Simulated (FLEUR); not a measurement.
**Energy of GaCo along an even scaling of the cell**

System: GaCo (Pm-3m, 2 atoms in the cell).
Method: Kohn-Sham DFT of a periodic cell, PBE, all-electron, spin-polarised (FLEUR MaX-R8.1 (later development tree)).

The 7 runs differ only in the geometry, by an even scaling of the cell at fixed fractional positions. The structure derives from an entry of the Crystallography Open Database.

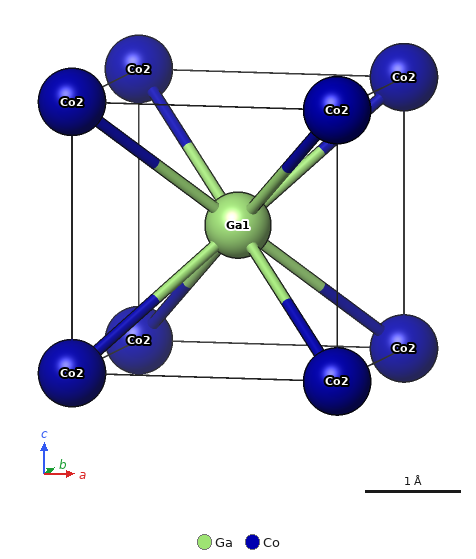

Figure 1. The structure of run 4 (ball-and-stick view of the cell of the calculation, seen slightly off an axis; atoms are numbered from 1 in the order of the input).

### Input of run 4
```
<?xml version="1.0" encoding="UTF-8" standalone="no"?>
<fleurInput fleurInputVersion="0.39">
   <comment>
      GaCo                                                                                                
   </comment>
   <calculationSetup>
      <cutoffs Kmax="4.06" Gmax="12.6" GmaxXC="12.6" numbands="0"/>
      <scfLoop itmax="60" minDistance="0.00001" maxIterBroyd="15" imix="Anderson" alpha="0.05" precondParam="0.0" spinf="2.0" sdNocoIR="T"/>
      <coreElectrons ctail="T" frcor="F" kcrel="0" coretail_lmax="0"/>
      <xcFunctional name="pbe" relativisticCorrections="F"/>
      <magnetism jspins="2"/>
      <soc l_soc="F" theta="0.0" phi="0.0" spav="F"/>
      <expertModes spex="0" secvar="F"/>
      <geometryOptimization l_f="T" forcealpha="1.0" forcemix="BFGS" epsdisp="0.0005" epsforce="0.0002"/>
      <ldaU l_linMix="F" mixParam="0.05" spinf="1.0"/>
   </calculationSetup>
   <cell>
      <bzIntegration valenceElectrons="38.0" mode="hist" fermiSmearingEnergy="0.00183747">
         <kPointListSelection listName="default-1"/>
         <!-- k-points included here -->
         <xi:include xmlns:xi="http://www.w3.org/2001/XInclude" href="kpts.xml"> </xi:include>
      </bzIntegration>
      <!-- symmetry operations included here -->
      <xi:include xmlns:xi="http://www.w3.org/2001/XInclude" href="sym.xml"> </xi:include>
      <bulkLattice scale="1.0">
         <bravaisMatrix>
            <row-1>    5.4386317865988003     0.0000000000000000     0.0000000000000000</row-1>
            <row-2>    0.0000000000000000     5.4386317865988003     0.0000000000000000</row-2>
            <row-3>    0.0000000000000000     0.0000000000000000     5.4386317865988003</row-3>
         </bravaisMatrix>
      </bulkLattice>
   </cell>
   <atomSpecies>
      <species name="Gallium (Ga)" element="Ga" atomicNumber="31">
         <mtSphere radius="2.12" gridPoints="721" logIncrement="0.017"/>
         <atomicCutoffs lmax="9" lnonsphr="7"/>
         <electronConfig flipSpins="F">
            <coreConfig>(1s1/2) (2s1/2) (2p1/2) (2p3/2)</coreConfig>
            <valenceConfig>(3s1/2) (3p1/2) (3p3/2) (4s1/2) (3d3/2) (3d5/2) (4p1/2) (4p3/2)</valenceConfig>
            <stateOccupation state="(4p1/2)" spinUp="0.166667" spinDown="0.166667"/>
            <stateOccupation state="(4p3/2)" spinUp="0.333333" spinDown="0.333333"/>
         </electronConfig>
         <energyParameters s="4" p="4" d="3" f="4"/>
         <lo type="SCLO" l="0" n="3" eDeriv="0"/>
         <lo type="SCLO" l="1" n="3" eDeriv="0"/>
         <lo type="SCLO" l="1" n="3" eDeriv="1"/>
         <lo type="HELO" l="2" n="4" eDeriv="0"/>
         <lo type="HELO" l="2" n="4" eDeriv="1"/>
         <lo type="SCLO" l="3" n="4" eDeriv="2"/>
      </species>
      <species name="Cobalt (Co2.000" element="Co" atomicNumber="27">
         <mtSphere radius="2.12" gridPoints="721" logIncrement="0.017"/>
         <atomicCutoffs lmax="9" lnonsphr="7"/>
         <electronConfig flipSpins="F">
            <coreConfig>(1s1/2) (2s1/2) (2p1/2) (2p3/2)</coreConfig>
            <valenceConfig>(3s1/2) (3p1/2) (3p3/2) (4s1/2) (3d3/2) (3d5/2)</valenceConfig>
            <stateOccupation state="(3d3/2)" spinUp="1.5" spinDown="1.3"/>
            <stateOccupation state="(3d5/2)" spinUp="3.0" spinDown="1.2"/>
         </electronConfig>
         <energyParameters s="4" p="4" d="3" f="4"/>
         <lo type="SCLO" l="0" n="3" eDeriv="0"/>
         <lo type="SCLO" l="1" n="3" eDeriv="0"/>
         <lo type="SCLO" l="1" n="3" eDeriv="1"/>
         <lo type="SCLO" l="2" n="3" eDeriv="2"/>
         <lo type="SCLO" l="3" n="4" eDeriv="2"/>
      </species>
   </atomSpecies>
   <atomGroups>
      <atomGroup species="Gallium (Ga)">
         <relPos label="                   1">1.000/2.000 1.000/2.000 1.000/2.000</relPos>
         <force calculate="T" relaxXYZ="TTT"/>
      </atomGroup>
      <atomGroup species="Cobalt (Co2.000">
         <relPos label="                   2">.0000000000 .0000000000 .0000000000</relPos>
         <force calculate="T" relaxXYZ="TTT"/>
      </atomGroup>
   </atomGroups>
   <output dos="F" band="F" slice="F">
      <checks vchk="F" cdinf="F"/>
      <bandDOS minEnergy="-.5*Htr" maxEnergy="0.5*Htr" sigma="0.015" storeEVData="T"/>
      <vacuumDOS vacdos="F" integ="F" star="F" nstars="0" locx1="0.0" locy1="0.0" locx2="0.0" locy2="0.0" nstm="0" tworkf="0.0"/>
      <unfoldingBand unfoldBand="F" supercellX="1" supercellY="1" supercellZ="1"/>
      <plotting iplot="0" polar="F">
         <plot TwoD="T" vec1="  1.0  0.0  0.0" vec2="  0.0  1.0  0.0" vec3="  0.0  0.0  1.0" zero="  0.0  0.0  0.0" file="plot"/>
      </plotting>
      <chargeDensitySlicing numkpt="0" minEigenval="0.0" maxEigenval="0.0" nnne="0" pallst="F"/>
      <specialOutput eonly="F"/>
      <moessbauerParams electricFieldGradient="T" isomerShift="T" coreHyperfine="T" valenceHyperfine="T"/>
      <magneticCircularDichroism mcd="F" energyLo="-10.0" energyUp="0.0"/>
   </output>
  <!-- We include the file relax.xml here to enable relaxations (see documentation) -->
  <xi:include xmlns:xi="http://www.w3.org/2001/XInclude" href="relax.xml"> <xi:fallback/> </xi:include>
</fleurInput>
```

Command:
```bash
inpgen -f crystal.txt -profile fastHighL; fleur_MPI
```

Lattice vectors (Å) and fractional positions of run 4:
```
   2.878000    0.000000    0.000000
   0.000000    2.878000    0.000000
   0.000000    0.000000    2.878000
Ga  0.500000  0.500000  0.500000
Co  0.000000  0.000000  0.000000
```

Run 3 has the same physical settings and fractional positions; its lattice vectors (Å) are:
```
   2.858684    0.000000    0.000000
   0.000000    2.858684    0.000000
   0.000000    0.000000    2.858684
```

### Results, with one run withheld

| run | volume per atom (Å³) | free energy per atom, from the lowest run given (meV) |
| --- | --- | --- |
| 1 | 11.204 | 29.12 |
| 2 | 11.442 | 12.67 |
| 3 | 11.681 | ? |
| 4 | 11.919 | 0.00 |
| 5 | 12.157 | 2.18 |
| 6 | 12.396 | 8.27 |
| 7 | 12.634 | 20.05 |

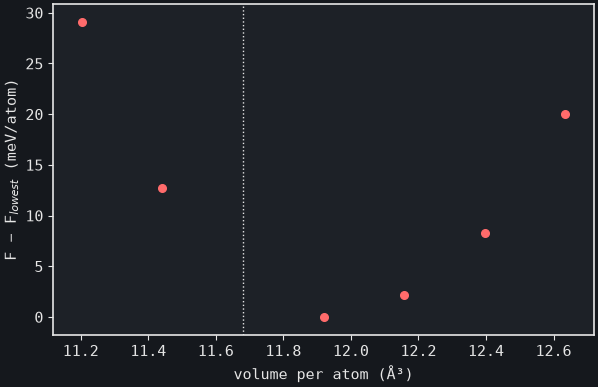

Figure 2. Free energy per atom of the runs given; the dotted line marks run 3.

Estimate the energy of run 3 from the others.

A cubic polynomial in V^(−2/3) (the Birch–Murnaghan form), fitted to the 6 runs given, misses them by at most 0.46 meV per atom. With x = V^(−2/3) − 0.19142 Å⁻², it reads F = −0.11943 + 57.778 x + 4.1198e+05 x² + 5.4743e+05 x³ (meV per atom). At run 3 it gives 3.34 meV per atom, and the run itself gives 3.00. The fit has its minimum at 11.947 Å³ per atom, where V d²F/dV² gives 180 GPa: the bulk modulus at this level, since symmetry fixes the shape and the positions.

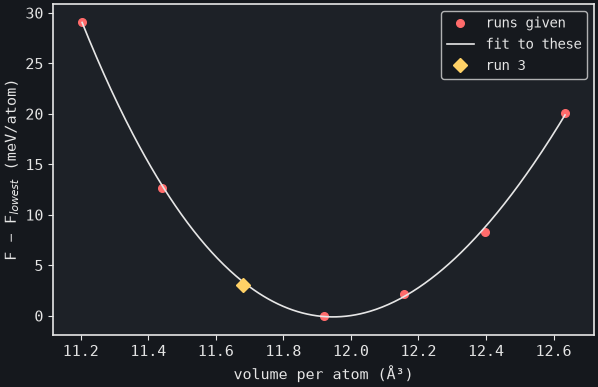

Figure 3. The fit and the withheld run.

### Output (run 3)
```
Welcome to FLEUR        (www.flapw.de)
      MaX-Release 8.1          (www.max-centre.eu)

 ========== k-point set info ==========
 Selected k-point list: default-1
 k-point list type: mesh
 9 x 9 x 9
 Number of k points: 35

 ------------Calculation Setup---------------------------
 Number of MPI-tasks      :            1
 Number of PE/node        :            1
 Number of OMP-threads    :            1
 Most efficient MPI parallelization for:
           1           5           7          35
 Additional eigenvalue parallelization possible
 Number of basis functions:          271
 Approximate size of matrices (H+S) per k-point:         0.001 GB
 --------------------------------------------------------

 Iteration:     1   Distance:      29.87437511 me/bohr^3

 Iteration:     2   Distance:      27.28944496 me/bohr^3

 Iteration:     3   Distance:      20.21895096 me/bohr^3

 Iteration:     4   Distance:      13.66078747 me/bohr^3

 Iteration:     5   Distance:      15.09289212 me/bohr^3

 Iteration:     6   Distance:       6.12585133 me/bohr^3

 Iteration:     7   Distance:       5.30036715 me/bohr^3

 Iteration:     8   Distance:       3.87964214 me/bohr^3

 Iteration:     9   Distance:       2.22572217 me/bohr^3

 Iteration:    10   Distance:       2.62138014 me/bohr^3

 Iteration:    11   Distance:       3.35732636 me/bohr^3

 Iteration:    12   Distance:       1.49261378 me/bohr^3

 Iteration:    13   Distance:       0.98214817 me/bohr^3

 Iteration:    14   Distance:       1.17353971 me/bohr^3

 Iteration:    15   Distance:       0.98180422 me/bohr^3

 Iteration:    16   Distance:       0.97361639 me/bohr^3

 Iteration:    17   Distance:       0.94744022 me/bohr^3

 Iteration:    18   Distance:       0.51275753 me/bohr^3

 Iteration:    19   Distance:       0.86967943 me/bohr^3

 Iteration:    20   Distance:       0.61038226 me/bohr^3

 Iteration:    21   Distance:       0.58278524 me/bohr^3

 Iteration:    22   Distance:       0.48646453 me/bohr^3

 Iteration:    23   Distance:       0.21174685 me/bohr^3

 Iteration:    24   Distance:       0.16772453 me/bohr^3

 Iteration:    25   Distance:       0.16003939 me/bohr^3

 Iteration:    26   Distance:       0.05470596 me/bohr^3

 Iteration:    27   Distance:       0.05379094 me/bohr^3

 Iteration:    28   Distance:       0.00860839 me/bohr^3

 Iteration:    29   Distance:       0.00233429 me/bohr^3

 Iteration:    30   Distance:       0.00232298 me/bohr^3

 Iteration:    31   Distance:       0.00215542 me/bohr^3

 Iteration:    32   Distance:       0.00211166 me/bohr^3

 Iteration:    33   Distance:       0.00172724 me/bohr^3

 Iteration:    34   Distance:       0.00070111 me/bohr^3

 Iteration:    35   Distance:       0.00090426 me/bohr^3

 Iteration:    36   Distance:       0.00011108 me/bohr^3

 Iteration:    37   Distance:       0.00000952 me/bohr^3

 ********************************************************************
 Run finished successfully
 Stop message:
   all done
 ********************************************************************
```
